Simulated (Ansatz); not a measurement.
# PtSe: a changed input and its effect

System: PtSe (F-43m, 2 atoms in the cell).
Method of the first run: DFT PBE+U+J, scalar-relativistic, plane waves, PAW, U = 7 eV, J = 0.9 eV on Pt atom 1 d, spin-polarised (Ansatz 0.2.0).

The structure was built on a prototype by a generator; it need not be a known phase. Text and figures count atoms from 1; the logs count them from 0 in places.

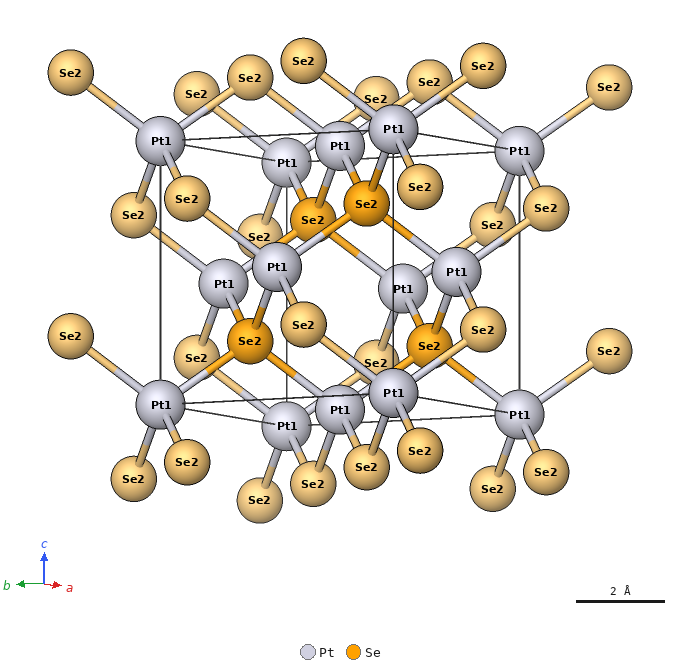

The structure (ball-and-stick view of the cell 4 times as large as that of the calculation, set on its symmetry axes, seen at an oblique angle; neighbours outside the cell are drawn fainter; atoms are numbered from 1 in the order of the input). An atom can appear more than once, as a periodic image. Near neighbours in the periodic cell (some may lie outside the picture): Pt has 4 Se at 2.63 Å; Se has 4 Pt at 2.63 Å.

**Input, the first run**
```yaml
crystal:
  lattice:
    - [0.0, 3.03744723, 3.03744723]
    - [3.03744723, 0.0, 3.03744723]
    - [3.03744723, 3.03744723, 0.0]
  atoms:
    - { symbol: Pt, position: [0.0, 0.0, 0.0], spin: 2.0 }
    - { symbol: Se, position: [0.25, 0.25, 0.25] }
basis:
  ecutwfc: 420
  ecutrho_ratio: 4
kpoints:
  mp_grid: { grid: [5, 5, 5] }
hamiltonian:
  xc: pbe
  hubbard:
    sites:
      - { site: 0, l: d, u: 7.0, j: 0.9, starting_ns: [{ spin: up, occupation_matrix: s0up }, { spin: down, occupation_matrix: s0down }] }
    occupation_matrices:
      s0up:
        matrix:
          - [0.97, 0.0, 0.0, 0.0, 0.0]
          - [0.0, 0.97, 0.0, 0.0, 0.0]
          - [0.0, 0.0, 0.97, 0.0, 0.0]
          - [0.0, 0.0, 0.0, 0.97, 0.0]
          - [0.0, 0.0, 0.0, 0.0, 0.97]
      s0down:
        matrix:
          - [0.97, 0.0, 0.0, 0.0, 0.0]
          - [0.0, 0.02, 0.0, 0.0, 0.0]
          - [0.0, 0.0, 0.97, 0.0, 0.0]
          - [0.0, 0.0, 0.0, 0.02, 0.0]
          - [0.0, 0.0, 0.0, 0.0, 0.97]
    ns_hold: until_converged
scf:
  occupations: { method: gaussian, width: 0.05 }
  lower_state_search: "off"
  max_iter: 150
output:
  forces: true
  stress: true
  eigenvalues: true
  populations: true
  hubbard: { sites: [{ site: 0, l: d }] }
  write_density: true
  write_potential: true
  elf: true
  volumetric_format: npy
magnetization:
  spin_polarized: true
```

Command:
```bash
ansatz run input.yaml --threads 2 --pin off --max-ram 3072MiB --backend cpu --events-out ev --progress --plain --runs-dir out
```

Hardware: 2 threads of Intel Xeon (Sapphire Rapids), 16 GiB of memory available, shared host.

**Output, shortened to warnings, some set-up lines, iterations and results (the first run)**
```
Warning: crystal.symmetry: narrowed to the stabiliser of the occupation matrices — unitary ops 24 → 4; lowered by the specified shell (site 0, l: d); largest admitted image defect 4.4e-16, smallest excluded 7.1e-1 — at a splitting's scale: the group the occupation matrices' own texture admits
WARN: hamiltonian.hubbard: on 1 of 2 specified blocks the occupation matrix of this SCF's result fails the test of the specified filling. At site 0 ↓ (sites count from 0 in the list of atoms of the cell that this SCF solves) the least filled combination of the orbitals specified full has occupation 0.921, and the fullest combination of the orbitals specified empty has occupation 0.985; the …
Basis set: ecut = 420 eV, 1067 PW (Γ), exchange–correlation on 60×60×60 points (8 copies of the dense FFT grid, shifted against one another)
Symmetry: 4 space group operations
k-points: 27 of 125 (time reversal used)
Initial density: superposition of atomic densities (chi_scale 0.1, normalization cell)
[...]
SCF iter   1: F=—  HF=-17988.210558 eV  |F-HF|=—  |Δ(HF+E_count)|=         —  Δρ=6.58e-2 (↑4.44e-2 ↓6.58e-2)  dr2=3.99e0  dr2_m=7.43e-1  M=2.013 μB ∫|m|=2.015 μB  β_m=0.30  …
SCF iter   2: F=—  HF=-17987.298081 eV  |F-HF|=—  |Δ(HF+E_count)|=   9.12e-1  Δρ=4.44e-2 (↑1.66e-2 ↓4.44e-2)  dr2=2.71e-1  dr2_m=3.63e-1  M=1.948 μB ∫|m|=1.953 μB  β_m=0.30  …
SCF iter   3: F=—  HF=-17987.343321 eV  |F-HF|=—  |Δ(HF+E_count)|=   4.52e-2  Δρ=3.03e-2 (↑1.17e-2 ↓3.03e-2)  dr2=9.40e-2  dr2_m=1.90e-1  M=1.906 μB ∫|m|=1.912 μB  β_m=0.30  …
SCF iter   4: F=—  HF=-17987.373284 eV  |F-HF|=—  |Δ(HF+E_count)|=   3.00e-2  Δρ=1.55e-2 (↑1.37e-2 ↓1.55e-2)  dr2=9.27e-3  dr2_m=1.07e-1  M=1.938 μB ∫|m|=1.945 μB  β_m=1.00  …
SCF iter   5: F=—  HF=-17987.428052 eV  |F-HF|=—  |Δ(HF+E_count)|=   5.48e-2  Δρ=1.61e-3 (↑1.34e-3 ↓1.61e-3)  dr2=5.24e-4  dr2_m=8.97e-4  M=1.958 μB ∫|m|=1.967 μB  β_m=1.00  …
[... 25 lines ...]
SCF iter  31: F=—  HF=-17989.060360 eV  |F-HF|=—  |Δ(HF+E_count)|=   1.98e-5  Δρ=4.94e-5 (↑2.80e-5 ↓4.94e-5)  dr2=1.10e-6  dr2_m=5.03e-7  M=1.025 μB ∫|m|=1.046 μB  β_m=0.82  …
SCF iter  32: F=-17989.060361 eV  HF=-17989.060361 eV  |F-HF|=2.36e-8  |Δ(HF+E_count)|=   1.70e-6  Δρ=6.67e-6 (↑5.40e-6 ↓6.67e-6)  dr2=7.81e-9  dr2_m=1.63e-8  M=1.024 μB …
SCF iter  33: F=-17989.060361 eV  HF=-17989.060361 eV  |F-HF|=1.15e-9  |Δ(HF+E_count)|=   3.84e-8  Δρ=2.28e-6 (↑1.29e-6 ↓2.28e-6)  dr2=1.28e-9  dr2_m=1.43e-9  M=1.024 μB …
SCF iter  34: F=-17989.060361 eV  HF=-17989.060361 eV  |F-HF|=4.37e-10  |Δ(HF+E_count)|=   2.87e-9  Δρ=9.04e-7 (↑9.04e-7 ↓8.06e-7)  dr2=1.16e-10  dr2_m=3.48e-10  M=1.024 μB …
SCF 1 converged in 34 iterations: F = -17989.060361 eV  dr2 = 1.16e-10
SCF converged after 34 iterations
Magnetization: 1.0239 μB (17.5119 up, 16.4881 down)
Absolute magnetization: 1.0326 μB (∫|ρ↑−ρ↓|, with the PAW one-centre terms)
Spin contamination: 0.0681 ħ² per cell (⟨S²⟩ above its minimum at these occupations)
Per-site moments (μB) at R_I (Å): [(0.7252868178403065, 1.0850839163318036), (0.0818268306617885, 1.0850839163318036)]
Free energy (F): -17989.060361 eV
Harris-Foulkes:  -17989.060361 eV  (|F-HF|=4.37e-10)
Internal energy: -17989.057882 eV  (E = F + TS)
E sigma→0 (E₀):  -17989.059122 eV
Entropy (-TS):   -0.002479 eV (-1.239 meV/atom)
Fermi energy:    7.711810 eV
--- Per-component energies (eV) ---
  E_band       = -790.230431
  E_kinetic    = 752.564157
  E_local      = -5187.603933  (includes V_loc(G=0)·N_el)
  E_nonlocal   = -391.168372
  E_hartree    = 2264.898555
  E_xc         = -362.071404
  E_vxc        = -395.622934  (∫ρ·V_xc dr)
  E_hubbard    = 1.517617  (on-site DFT+U / exact-exchange correction)
  E_vhub       = -24.163087  (the Hubbard potential's part of the band-sum identity)
  E_paw        = -11368.097823  (= ΣΔE_a)
  E_vpaw       = -74.033248  (= ΣTr[D̂ρ^β])
  E_aug_tail   = -0.000377  (compensation charges beyond the density's cutoff)
  E_ewald      = -3699.096300
  E_smearing   = -0.002479  (= −TS)
  E_closure    = 0.000000  (closes the sum)
  Σ components = -17989.060361   (vs F -17989.060361, Δ=0.00e0)
--- DFT+U+J on-site energies (Liechtenstein; fll double counting; per corrected site; eV) ---
  site 0 (l=d): U=7.0000  J=0.9000  Tr N=8.9175  E_int=234.612747  E_dc=233.095129  E_U=1.517617
--- Specified on-site occupations, and those of the state reported ---
  electrons in the specified blocks: 7.8000 specified, 8.9175 found
  site 0 (l=d) ↓: largest change of an orbital's occupation 0.9654; electrons 2.9500 specified, 4.0646 found; spectral distance 0.9317
  site 0 (l=d) ↑: largest change of an orbital's occupation 0.0201; electrons 4.8500 specified, 4.8529 found; spectral distance 0.0377
--- Forces (eV/Å), atoms counted from 1 ---
  atom   1  Pt     0.00000000     0.00000000     0.00000000
  atom   2  Se     0.00000000     0.00000000     0.00000000
  max |Σ_I F_I| component: 0.00e0 eV/Å
--- Stress (GPa, compression-positive) ---
       -4.529257       0.000000       0.000000
        0.000000      -7.617468       0.000000
        0.000000       0.000000      -4.529258
  P = ⅓ Tr σ = -5.5587 GPa (-55.587 kbar)
Occupation matrices written to [file]
--- Löwdin populations: 2 sites ---
  site symbol       q [e]    m [muB]
     0     Pt     17.6304     0.8169
     1     Se     16.2243     0.1893
  spilling = 0.004274 (of n_electrons = 34.000000)
--- Occupation matrices: 1 shell (run DFT+U table (all-electron-ortho-atomic); ε = 1.03e-3) ---
[...]
```

The input of the second run differs as follows (lines with − go, lines with + come):
```diff
-          - [0.0, 0.0, 0.97, 0.0, 0.0]
-          - [0.0, 0.0, 0.0, 0.02, 0.0]
+          - [0.0, 0.0, 0.02, 0.0, 0.0]
+          - [0.0, 0.0, 0.0, 0.97, 0.0]
-    ns_hold: until_converged
+    ns_hold: { iters: 10 }
```

Predict how the results change.

The second run ends 24.1 meV per atom lower: the change has altered the solution reached or how tightly it is converged. The net moment of the cell goes from 1.02 to 0.18 μB. The pressure goes from −5.56 to −10.19 GPa. The irreducible k-points go from 27 to 18.

**Output, shortened to warnings, some set-up lines, iterations and results (the second run)**
```
Warning: crystal.symmetry: narrowed to the stabiliser of the occupation matrices — unitary ops 24 → 8; lowered by the specified shell (site 0, l: d); largest admitted image defect 8.9e-16, smallest excluded 9.5e-1 — at a splitting's scale: the group the occupation matrices' own texture admits
WARN: hamiltonian.hubbard: on 1 of 2 specified blocks the occupation matrix of this SCF's result fails the test of the specified filling. At site 0 ↓ (sites count from 0 in the list of atoms of the cell that this SCF solves) the least filled combination of the orbitals specified full has occupation 0.877, and the fullest combination of the orbitals specified empty has occupation 0.877; the …
Basis set: ecut = 420 eV, 1067 PW (Γ), exchange–correlation on 60×60×60 points (8 copies of the dense FFT grid, shifted against one another)
Symmetry: 8 space group operations
k-points: 18 of 125 (time reversal used)
Initial density: superposition of atomic densities (chi_scale 0.1, normalization cell)
[...]
SCF iter   1: F=—  HF=-17988.668206 eV  |F-HF|=—  |Δ(HF+E_count)|=         —  Δρ=6.30e-2 (↑4.45e-2 ↓6.30e-2)  dr2=3.65e0  dr2_m=7.32e-1  M=2.000 μB ∫|m|=2.003 μB  β_m=0.30  …
SCF iter   2: F=—  HF=-17987.855183 eV  |F-HF|=—  |Δ(HF+E_count)|=   8.13e-1  Δρ=4.35e-2 (↑1.70e-2 ↓4.35e-2)  dr2=2.53e-1  dr2_m=3.64e-1  M=1.968 μB ∫|m|=1.975 μB  β_m=0.30  …
SCF iter   3: F=—  HF=-17987.896536 eV  |F-HF|=—  |Δ(HF+E_count)|=   4.14e-2  Δρ=3.00e-2 (↑1.21e-2 ↓3.00e-2)  dr2=9.46e-2  dr2_m=1.91e-1  M=1.964 μB ∫|m|=1.973 μB  β_m=0.30  …
SCF iter   4: F=—  HF=-17987.921933 eV  |F-HF|=—  |Δ(HF+E_count)|=   2.54e-2  Δρ=1.46e-2 (↑1.40e-2 ↓1.46e-2)  dr2=1.56e-3  dr2_m=1.05e-1  M=1.959 μB ∫|m|=1.970 μB  β_m=0.30  …
SCF iter   5: F=—  HF=-17987.946310 eV  |F-HF|=—  |Δ(HF+E_count)|=   2.44e-2  Δρ=1.06e-2 (↑1.02e-2 ↓1.06e-2)  dr2=6.10e-4  dr2_m=5.53e-2  M=1.972 μB ∫|m|=1.984 μB  β_m=1.00  …
[... 44 lines ...]
SCF iter  50: F=—  HF=-17989.108525 eV  |F-HF|=—  |Δ(HF+E_count)|=   1.29e-7  Δρ=2.82e-6 (↑2.23e-6 ↓2.82e-6)  dr2=1.20e-8  dr2_m=9.02e-10  M=0.177 μB ∫|m|=0.180 μB  …
SCF iter  51: F=—  HF=-17989.108525 eV  |F-HF|=—  |Δ(HF+E_count)|=   1.52e-9  Δρ=3.54e-7 (↑3.54e-7 ↓2.41e-7)  dr2=7.10e-11  dr2_m=3.48e-11  M=0.177 μB ∫|m|=0.180 μB  …
SCF iter  52: F=-17989.108525 eV  HF=-17989.108525 eV  |F-HF|=3.64e-12  |Δ(HF+E_count)|=  8.00e-11  Δρ=3.32e-8 (↑2.82e-8 ↓3.32e-8)  dr2=1.30e-12  dr2_m=2.59e-13  M=0.177 μB …
SCF iter  53: F=-17989.108525 eV  HF=-17989.108525 eV  |F-HF|=7.28e-12  |Δ(HF+E_count)|=    0.00e0  Δρ=3.13e-8 (↑2.69e-8 ↓3.13e-8)  dr2=1.15e-12  dr2_m=2.43e-13  M=0.177 μB …
SCF 1 converged in 53 iterations: F = -17989.108525 eV  dr2 = 1.15e-12
SCF converged after 53 iterations
Magnetization: 0.1773 μB (17.0886 up, 16.9114 down)
Absolute magnetization: 0.1774 μB (∫|ρ↑−ρ↓|, with the PAW one-centre terms)
Spin contamination: 0.0003 ħ² per cell (⟨S²⟩ above its minimum at these occupations)
Per-site moments (μB) at R_I (Å): [(0.0869141465840437, 1.0850839163318036), (0.045372748208536255, 1.0850839163318036)]
Free energy (F): -17989.108525 eV
Harris-Foulkes:  -17989.108525 eV  (|F-HF|=7.28e-12)
Internal energy: -17989.104379 eV  (E = F + TS)
E sigma→0 (E₀):  -17989.106452 eV
Entropy (-TS):   -0.004146 eV (-2.073 meV/atom)
Fermi energy:    7.588996 eV
--- Per-component energies (eV) ---
  E_band       = -787.828248
  E_kinetic    = 753.244934
  E_local      = -5192.759222  (includes V_loc(G=0)·N_el)
  E_nonlocal   = -390.119511
  E_hartree    = 2268.282730
  E_xc         = -361.855469
  E_vxc        = -395.374573  (∫ρ·V_xc dr)
  E_hubbard    = 2.112308  (on-site DFT+U / exact-exchange correction)
  E_vhub       = -23.925700  (the Hubbard potential's part of the band-sum identity)
  E_paw        = -11368.913473  (= ΣΔE_a)
  E_vpaw       = -75.459187  (= ΣTr[D̂ρ^β])
  E_aug_tail   = -0.000377  (compensation charges beyond the density's cutoff)
  E_ewald      = -3699.096300
  E_smearing   = -0.004146  (= −TS)
  E_closure    = -0.000000  (closes the sum)
  Σ components = -17989.108525   (vs F -17989.108525, Δ=0.00e0)
--- DFT+U+J on-site energies (Liechtenstein; fll double counting; per corrected site; eV) ---
  site 0 (l=d): U=7.0000  J=0.9000  Tr N=9.2296  E_int=252.943832  E_dc=250.831524  E_U=2.112308
--- Specified on-site occupations, and those of the state reported ---
  electrons in the specified blocks: 7.8000 specified, 9.2296 found
  site 0 (l=d) ↓: largest change of an orbital's occupation 0.8568; electrons 2.9500 specified, 4.5747 found; spectral distance 1.2153
  site 0 (l=d) ↑: largest change of an orbital's occupation 0.0693; electrons 4.8500 specified, 4.6550 found; spectral distance 0.1203
--- Forces (eV/Å), atoms counted from 1 ---
  atom   1  Pt    -0.00000000     0.00000000     0.00000000
  atom   2  Se    -0.00000000     0.00000000     0.00000000
  max |Σ_I F_I| component: 5.90e-17 eV/Å
--- Stress (GPa, compression-positive) ---
      -10.187002      -0.000000       0.000000
       -0.000000     -10.187002      -0.000000
        0.000000      -0.000000     -10.186999
  P = ⅓ Tr σ = -10.1870 GPa (-101.870 kbar)
Occupation matrices written to [file]
--- Löwdin populations: 2 sites ---
  site symbol       q [e]    m [muB]
     0     Pt     17.8863     0.0921
     1     Se     15.9717     0.0822
  spilling = 0.004176 (of n_electrons = 34.000000)
[...]
```

**The two runs side by side**

| quantity | the first run | the second run |
| --- | --- | --- |
| outcome | converged | converged |
| free energy per atom (eV) | −8994.5302 | −8994.5543 |
| energy per atom, smearing taken to zero (eV) | −8994.5296 | −8994.5532 |
| gap on the mesh (eV) | 0.00 | 0.00 |
| net moment of the cell (μB) | 1.02 | 0.18 |
| absolute moment of the cell (μB) | 1.03 | 0.18 |
| pressure (GPa) | −5.56 | −10.19 |
| largest force (eV/Å) | 0.000 | 0.000 |
| irreducible k-points | 27 | 18 |
| plane waves at Γ | 1067 | 1067 |
| wall time (shared host) | 10 s | 13 s |

For both runs: Warnings: the typed occupations were not kept; the occupation matrices lower the symmetry. Spin–orbit coupling is left out, which matters for Pt. For the first run: The cell is under a tension of 5.6 GPa at this level, so it is not at its equilibrium volume. For the second run: The cell is under a tension of 10.2 GPa at this level, so it is not at its equilibrium volume.
